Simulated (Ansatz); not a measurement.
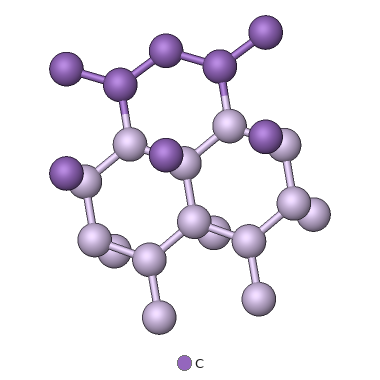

The system is Si on a C(10−1) slab cut from the C2/m phase, its upper half relaxed before the scan (16 atoms of substrate and one adsorbate in a 2 × 1 cell); the picture shows it without the atoms that are moved over the map. 
- Si is moved over the surface cell at a fixed height above a rigid substrate; the origin of the map has the adsorbate above C15; the height is held at 2.80 Å.
- Places are given modulo a cell vector. The map is drawn in real space over the plane of the surface.
- The grid has 6 × 6 points; 24 points were computed and 12 follow by symmetry.
- Places are given in fractions of the 1 × 1 surface cell.
- Energies: eV, counted from the lowest grid point.
- Energies and slopes of some neighbouring points disagree (a jump in structure or state, or too coarse a mesh). The magnetic moment jumps between some neighbouring points. At a fixed height the lowest place need not be the adsorption site.
- These are results of DFT PBE+D3(BJ), scalar-relativistic, plane waves, PAW in Ansatz 0.2.0, not measurements. Settings: cutoff 420 eV, k-mesh 6×6×1, gaussian smearing 0.05 eV, spin-polarised.

Range: position of Si17 along the first surface vector from 0.000 to 0.833; position of Si17 along the second surface vector from 0.000 to 0.833.

### Predict the map.

The lowest grid point is at the top site over a surface C atom, (0/6, 0/6) of the cell vectors. The highest grid point, (1/6, 3/6) of the cell vectors [nearest 2 C at 3.59 Å], lies 1.02 eV above the lowest. At the lowest point the adsorbate has 1 C at 2.80 Å as nearest neighbours, at the highest 2 C at 3.59 Å.

```
second ↓, first →   0/6   1/6   2/6   3/6   4/6   5/6
              5/6  0.65  0.55  0.56  0.59  0.56  0.55
              4/6  0.93  0.91  0.94  0.96  0.94  0.91
              3/6  1.00  1.02  0.93  0.95  0.93  1.02
              2/6  0.53  0.46  0.48  0.49  0.48  0.46
              1/6  0.01  0.03  0.04  0.06  0.04  0.03
              0/6  0.00  0.04  0.07  0.09  0.07  0.04
```

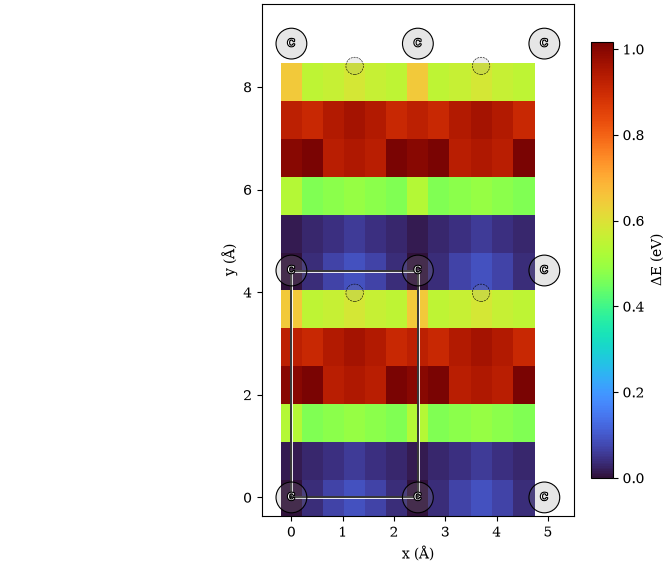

The picture shows one coloured cell a grid point, labelled circles for the atoms of the top layer and small ones for the second layer, the outline of one cell of the 2 × 2 shown.

Each point was launched as `ansatz run input.yaml --threads 2 --pin off --max-ram 6144MiB --backend cpu --events-out ev --progress --plain --runs-dir out`. The whole map (24 points run) took 59 min on 2 threads of Arm Neoverse V1, on a shared host.

PAW datasets: the set soft_1.
